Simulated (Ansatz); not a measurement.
System: CsSnI3.

```
Cs I Sn
1.0
     6.20570    0.00000    0.00000
     0.00000    6.20570    0.00000
     0.00000    0.00000    6.20570
Cs I Sn
1 3 1
Direct
  0.00000 0.00000 0.00000
  0.50000 0.50000 0.00000
  0.50000 0.00000 0.50000
  0.00000 0.50000 0.50000
  0.50000 0.50000 0.50000
```

Space group Pm-3m.

The calculation used Kohn-Sham DFT of a periodic cell, r2SCAN, Ansatz PAW in Ansatz.

### What can the converged valence pseudo-density and electron localisation function tell about the bonding?

Sn–I (3.10 Å): ρ is about 0.23 e/Å³ halfway; the ELF peaks at about 0.65 in the valence shell of I, 1.2 Å from its nucleus, and drops to about 0.30 between the two atoms.
Cs–I (4.39 Å): the density is about 0.03 e/Å³ at the midpoint; the ELF peaks at about 0.80 in the valence shell of I, 1.4 Å from its nucleus, and drops to about 0 between the two atoms; a largely ionic contact.

### Does the calculation give a band gap?

It is gapped, with a Kohn–Sham gap of 1.9 eV on the k-point mesh, an upper bound to the gap of this method.

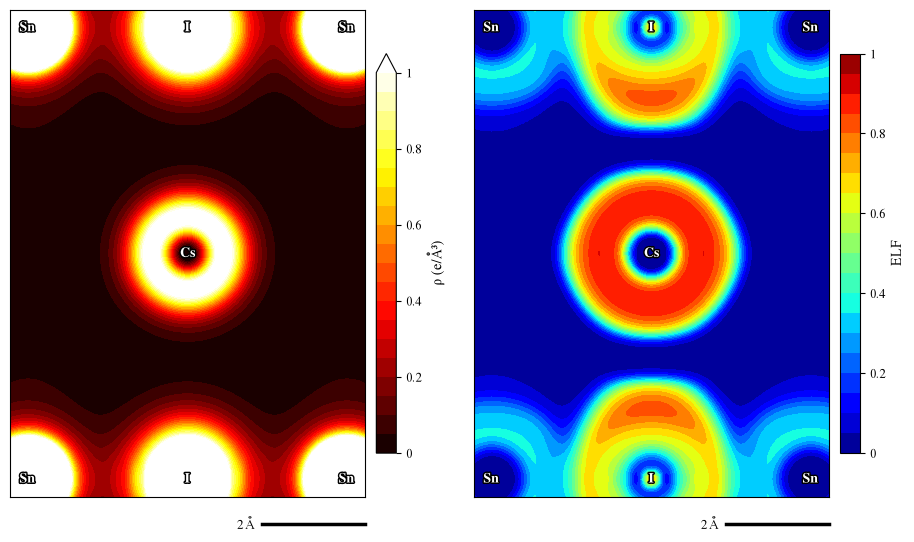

Computed valence pseudo-density and electron localisation function on the (11̄0) plane of the conventional cell, in this order. 

Core electrons are frozen (PAW), and the valence fields are smoothed inside the atomic spheres.
